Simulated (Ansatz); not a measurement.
Rh: single-point calculation (part 1 of 2)

The run: single-point calculation of Rh (27 atoms in the cell). Method and program: DFT PBE, scalar-relativistic, plane waves, PAW, no spin polarisation (Ansatz 0.2.0).

The structure derives from an entry of the Crystallography Open Database.

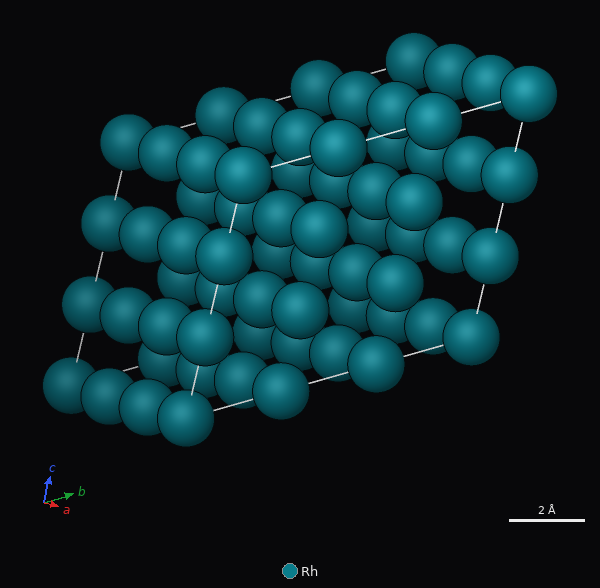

The input geometry (spheres-only view of the cell of the calculation, seen slightly off an axis).

## The input
```yaml
crystal:
  lattice:
    - [0.0, 5.69355, 5.69355]
    - [5.69355, 0.0, 5.69355]
    - [5.69355, 5.69355, 0.0]
  atoms:
    - { symbol: Rh, position: [0.0, 0.0, 0.0] }
    - { symbol: Rh, position: [0.0, 0.0, 0.3333333333] }
    - { symbol: Rh, position: [0.0, 0.0, 0.6666666667] }
    - { symbol: Rh, position: [0.0, 0.3333333333, 0.0] }
    - { symbol: Rh, position: [0.0, 0.3333333333, 0.3333333333] }
    - { symbol: Rh, position: [0.0, 0.3333333333, 0.6666666667] }
    - { symbol: Rh, position: [0.0, 0.6666666667, 0.0] }
    - { symbol: Rh, position: [0.0, 0.6666666667, 0.3333333333] }
    - { symbol: Rh, position: [0.0, 0.6666666667, 0.6666666667] }
    - { symbol: Rh, position: [0.3333333333, 0.0, 0.0] }
    - { symbol: Rh, position: [0.3333333333, 0.0, 0.3333333333] }
    - { symbol: Rh, position: [0.3333333333, 0.0, 0.6666666667] }
    - { symbol: Rh, position: [0.3333333333, 0.3333333333, 0.0] }
    - { symbol: Rh, position: [0.3333333333, 0.3333333333, 0.3333333333] }
    - { symbol: Rh, position: [0.3333333333, 0.3333333333, 0.6666666667] }
    - { symbol: Rh, position: [0.3333333333, 0.6666666667, 0.0] }
    - { symbol: Rh, position: [0.3333333333, 0.6666666667, 0.3333333333] }
    - { symbol: Rh, position: [0.3333333333, 0.6666666667, 0.6666666667] }
    - { symbol: Rh, position: [0.6666666667, 0.0, 0.0] }
    - { symbol: Rh, position: [0.6666666667, 0.0, 0.3333333333] }
    - { symbol: Rh, position: [0.6666666667, 0.0, 0.6666666667] }
    - { symbol: Rh, position: [0.6666666667, 0.3333333333, 0.0] }
    - { symbol: Rh, position: [0.6666666667, 0.3333333333, 0.3333333333] }
    - { symbol: Rh, position: [0.6666666667, 0.3333333333, 0.6666666667] }
    - { symbol: Rh, position: [0.6666666667, 0.6666666667, 0.0] }
    - { symbol: Rh, position: [0.6666666667, 0.6666666667, 0.3333333333] }
    - { symbol: Rh, position: [0.6666666667, 0.6666666667, 0.6666666667] }
basis:
  ecutwfc: 420
  ecutrho_ratio: 4
kpoints:
  mp_grid: { grid: [4, 4, 4] }
hamiltonian:
  xc: pbe
scf:
  occupations: { method: fermi_dirac, width: 0.05 }
output:
  forces: true
  stress: false
  eigenvalues: true
  core_levels: { shells: { Rh: "3d" }, counted_from: fermi_level, add_spin: always }
```

Command:
```bash
ansatz run input.yaml --threads 4 --pin off --max-ram 10240MiB --backend cpu --events-out ev --progress --plain --runs-dir out
```

## The program's output
```
Engine: ansatz 0.2.0, aarch64-unknown-linux-gnu
Pseudopotentials: kind: paw
Pseudopotential: Rh, paw, valence charge 17, recommended cutoff 420 eV (normal), Rh.paw.azcp
Functional definition: PBE
  parameter kappa = 0.804
  parameter beta = 0.06672455060314922
  exchange = pbe_x(kappa = kappa, mu = beta*pi^2/3)
  correlation = pbe_c(beta = beta)
Crystal: 27 atoms, lattice volume = 369.130 Å³
Basis set: ecut = 420 eV, 7239 PW (Γ), exchange–correlation on 108×108×108 points (8 copies of the dense FFT grid, shifted against one another)
Bands: 276, of which v1, the nominal top of the filled ones, is band 230 counted from 1 (229 counted from 0)
Symmetry: 1296 space group operations
Space group: Fm-3m (ITA 225), of the structure as read, at distance tolerance 7.2e-5 Å
k-points: 8 of 64
Non-local potential: Rh, projectors of the file, l = 0: 3, l = 1: 2, l = 2: 2, l = 3: 1
PAW form: soft (Blöchl's): semilocal exchange-correlation on the pseudo side does not see the compensation charge
PAW one-centre angular grid: Rh, 590 points (default); XC on 64 Gauss nodes
Initial density: superposition of atomic densities (neutral atoms: chi_scale 0, normalization atom), corrected by the library's trained network
Initial wavefunctions: pseudopotential atomic-orbital guess
Functional: x = pbe(κ = 0.804, μ = 0.2195149727645171), c = pbe(β = 0.06672455060314922)
SCF iter   1: F=—  HF=-172877.950638 eV  |F-HF|=—  |Δ(HF+E_count)|=         —  Δρ=2.80e-3  dr2=4.74e-3  ethr=1.77e-3  ⟨swp⟩=5.0  Hψ=6617  notcnv=0  defer=65
preconditioner: auto → Kerker (q_TF=auto, 2.829 Å⁻¹)  [metal: Δε(μ)=0.114 eV  Ē_g=6.402 eV  σ=0.050 eV  W_gap=0.49  n_scr=136 (ndim 8)  ℏωp=30.1 eV  f_vac=0.000  D(μ)=25.52/eV (n_scr^D=282)]
SCF iter   2: F=—  HF=-172877.971561 eV  |F-HF|=—  |Δ(HF+E_count)|=   2.09e-2  Δρ=1.60e-3  dr2=1.89e-3  ethr=1.03e-6  ⟨swp⟩=3.0  Hψ=4973  notcnv=0  defer=108
SCF iter   3: F=—  HF=-172877.973556 eV  |F-HF|=—  |Δ(HF+E_count)|=   1.99e-3  Δρ=2.32e-4  dr2=1.36e-4  ethr=4.12e-7  ⟨swp⟩=2.0  Hψ=3070  notcnv=0  defer=108
SCF iter   4: F=—  HF=-172877.973203 eV  |F-HF|=—  |Δ(HF+E_count)|=   3.53e-4  Δρ=1.09e-4  dr2=2.94e-5  ethr=2.96e-8  ⟨swp⟩=2.1  Hψ=2976  notcnv=0  defer=108
SCF iter   5: F=—  HF=-172877.972596 eV  |F-HF|=—  |Δ(HF+E_count)|=   6.06e-4  Δρ=2.35e-5  dr2=1.44e-6  ethr=6.40e-9  ⟨swp⟩=2.0  Hψ=3054  notcnv=0  defer=108
SCF iter   6: F=—  HF=-172877.972596 eV  |F-HF|=—  |Δ(HF+E_count)|=   1.45e-7  Δρ=6.76e-6  dr2=1.03e-7  ethr=3.14e-10  ⟨swp⟩=2.1  Hψ=2998  notcnv=0  defer=108
SCF iter   7: F=-172877.972596 eV  HF=-172877.972596 eV  |F-HF|=1.16e-8  |Δ(HF+E_count)|=   6.17e-9  Δρ=2.97e-6  dr2=2.10e-8  ethr=2.18e-11  ⟨swp⟩=8.2  Hψ=7058  notcnv=0
SCF 1 converged in 7 iterations: F = -172877.972596 eV  dr2 = 2.10e-8
  greatest PAW one-centre occupation: 1.000 electrons in one spin orbital (limit 2), on the Rh atom at site 26 (counted from 0), in its partial waves of l = 0
── core hole 1/1: 3d of Rh 0 ──
── 3d of Rh 0: 306.826 eV over the cell without the hole, in 13 iterations ──
SCF converged after 7 iterations
Free energy (F): -172877.972596 eV
Harris-Foulkes:  -172877.972596 eV  (|F-HF|=1.16e-8)
Internal energy: -172877.747486 eV  (E = F + TS)
E sigma→0 (E₀):  -172877.860041 eV
Entropy (-TS):   -0.225110 eV (-8.337 meV/atom)
Fermi energy:    22.563279 eV
--- Per-component energies (eV) ---
  E_band       = -2242.409846
  E_kinetic    = 15488.031157
  E_local      = -42010.638570  (includes V_loc(G=0)·N_el)
  E_nonlocal   = 9568.793281
  E_hartree    = 14778.543722
  E_xc         = -5997.643991
  E_vxc        = -7530.183109  (∫ρ·V_xc dr)
  E_paw        = -96844.238335  (= ΣΔE_a)
  E_vpaw       = -7315.551140  (= ΣTr[D̂ρ^β])
  E_aug_tail   = 0.022652  (compensation charges beyond the density's cutoff)
  E_ewald      = -67860.617404
  E_smearing   = -0.225110  (= −TS)
  E_closure    = 0.000000  (closes the sum)
  Σ components = -172877.972596   (vs F -172877.972596, Δ=0.00e0)
--- Forces (eV/Å), atoms counted from 1 ---
  atom   1  Rh    -0.00000000     0.00000000    -0.00000000
  atom   2  Rh    -0.00000000    -0.00000000     0.00000000
  atom   3  Rh    -0.00000000    -0.00000000    -0.00000000
  atom   4  Rh    -0.00000000     0.00000000     0.00000000
  atom   5  Rh    -0.00000000     0.00000000    -0.00000000
  atom   6  Rh    -0.00000000     0.00000000     0.00000000
  atom   7  Rh     0.00000000     0.00000000     0.00000000
  atom   8  Rh     0.00000000     0.00000000    -0.00000000
  atom   9  Rh     0.00000000     0.00000000    -0.00000000
  atom  10  Rh    -0.00000000     0.00000000    -0.00000000
  atom  11  Rh    -0.00000000     0.00000000     0.00000000
  atom  12  Rh    -0.00000000    -0.00000000    -0.00000000
  atom  13  Rh    -0.00000000     0.00000000    -0.00000000
  atom  14  Rh    -0.00000000    -0.00000000     0.00000000
  atom  15  Rh     0.00000000    -0.00000000     0.00000000
  atom  16  Rh    -0.00000000     0.00000000    -0.00000000
  atom  17  Rh    -0.00000000    -0.00000000     0.00000000
  atom  18  Rh    -0.00000000    -0.00000000    -0.00000000
  atom  19  Rh     0.00000000     0.00000000    -0.00000000
  atom  20  Rh    -0.00000000    -0.00000000     0.00000000
  atom  21  Rh    -0.00000000     0.00000000    -0.00000000
  atom  22  Rh    -0.00000000     0.00000000    -0.00000000
  atom  23  Rh    -0.00000000    -0.00000000     0.00000000
  atom  24  Rh    -0.00000000     0.00000000    -0.00000000
  atom  25  Rh    -0.00000000     0.00000000     0.00000000
  atom  26  Rh    -0.00000000     0.00000000     0.00000000
  atom  27  Rh    -0.00000000     0.00000000    -0.00000000
  max |Σ_I F_I| component: 2.85e-25 eV/Å
--- Band table (eV; the first three rows and the last of 8) ---
  k-point 0: bands = ["-56.3641", "-56.2773", "-56.2773", "-56.2773", "-56.2773", "-56.2773", "-56.2773", "-56.2773", "-56.2773", "-56.2488", ... 66 levels left out ..., "-24.0296", "-24.0043", "-24.0043", "-24.0043", "-24.0043", "-24.0043", "-24.0043", "-24.0043", "-24.0043", "-24.0043", "-24.0043", "-24.0043", "-24.0043", "-23.9010", "-23.9010", "-23.9010", "-23.9010", "-23.9010", "-23.9010", "-23.9010", "-23.9010", "-23.9010", "-23.9010", "-23.9010", "-23.9010", "-23.9010", "-23.9010", "-23.9010", "-23.9010",
      "-23.8234", "-23.8234", "-23.8234", "14.5490", "16.5492", "16.5492", "16.5492", "16.5492", "16.5492", "16.5492", "16.5492", "16.5492", "16.8268", "16.8268", "16.8268", "16.8268", "16.8268", "16.8268", "17.1511", "17.1511", "17.1511", "17.1511", "17.1511", "17.1511", "17.4466", "17.4466", "17.4466", "17.4466", "17.4466", "17.4466", "17.4466", "17.4466", "17.4466", "17.4466", "17.4466", "17.4466", "18.3892", "18.3892", "18.3892", "18.3892",
      "18.3892", "18.3892", "18.3892", "18.3892", "18.3892", "18.3892", "18.3892", "18.3892", "19.4351", "19.4351", "19.4351", "19.6010", "19.6010", "19.6010", "19.6010", "19.6010", "19.6010", "19.6010", "19.6010", "19.6010", "19.6010", "19.6010", "19.6010", "19.6179", "19.6179", "19.6179", "19.6179", "19.6179", "19.6179", "19.6179", "19.6179", "19.6179", "19.6179", "19.6179", "19.6179", "19.6179", "19.6179", "19.6179", "19.6179", "20.5533",
      "20.5533", "20.5533", "20.5533", "20.5533", "20.5533", "20.5533", "20.5533", "21.2883", "21.2883", "21.2883", "21.2883", "21.2883", "21.2883", "21.2883", "21.2883", "21.2883", "21.2883", "21.2883", "21.2883", "21.5375", "21.5375", "22.1342", "22.1342", "22.1342", "22.1342", "22.1342", "22.1342", "22.1366", "22.1366", "22.1366", "22.1366", "22.1366", "22.1366", "22.1366", "22.1366", "22.1366", "22.1366", "22.1366", "22.1366", "22.3036",
      "22.3036", "22.3036", "22.3036", "22.3036", "22.3036", "22.3036", "22.3036", "22.3036", "22.3036", "22.3036", "22.3036", "22.3036", "22.3036", "22.3036", "22.3036", "22.4823", "22.4823", "22.4823", "22.4823", "22.4823", "22.4823", "22.4823", "22.4823", "22.4823", "22.4823", "22.4823", "22.4823", "22.6647", "22.6647", "22.6647", "22.6647", "22.6647", "22.6647", "29.2259", "29.2259", "29.2259", "29.2259", "29.2259", "29.2259", "29.2259",
      "29.2259", "29.2259", "29.2259", "29.2259", "29.2259", "32.5096", "32.5096", "32.5096", "32.5096", "32.5096", "32.5096"]
```
